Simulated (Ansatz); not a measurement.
System: RbCl.

The calculation's input:

```
crystal:
  lattice:
    - [0.0, 3.3064179499, 3.3064179499]
    - [3.3064179499, 0.0, 3.3064179499]
    - [3.3064179499, 3.3064179499, 0.0]
  atoms:
    - { symbol: Rb, position: [0.0, 0.0, 0.0] }
    - { symbol: Cl, position: [0.5, 0.5, 0.5] }
basis:
  ecutwfc: 420
kpoints:
  mp_grid: { grid: [6, 6, 6] }
hamiltonian:
  xc: pbesol
scf:
  occupations: { method: gaussian, width: 0.02 }
output:
  forces: true
  stress: true
  eigenvalues: true
  write_density: true
  write_potential: true
  elf: true
  volumetric_format: npy
```

Command:

```sh
ansatz run input.yaml --threads 1 --pin off --max-ram 2560MiB --backend cpu --events-out ev --progress --plain --runs-dir out
```

Below, planes, directions and counts refer to the conventional cell (a = 6.61 Å, b = 6.61 Å, c = 6.61 Å, α = 90.00°, β = 90.00°, γ = 90.00°).

Space group Fm-3m; changed on purpose from its base cell (volume × 1.03).

All numbers below come from DFT PBEsol, scalar-relativistic, plane waves, PAW in Ansatz 0.2.0.

### Predict the valence pseudo-density and electron localisation function between the atoms.

Rb–Cl (3.31 Å): the density is about 0.08 e/Å³ at the midpoint; the ELF is about 0.05 at the midpoint; an ionic contact with no shared pair.

### Does the calculation give a band gap?

It is gapped, with a Kohn–Sham gap of 4.8 eV on the k-point mesh (the band edges may lie off the mesh, which would make the gap smaller).

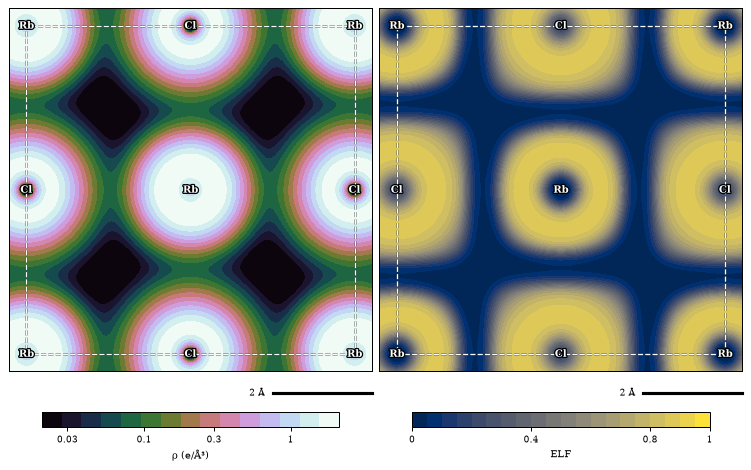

Computed valence pseudo-density and electron localisation function on the (010) plane of the conventional cell, in this order. 

Core electrons are frozen (PAW), and the valence fields are smoothed inside the atomic spheres.
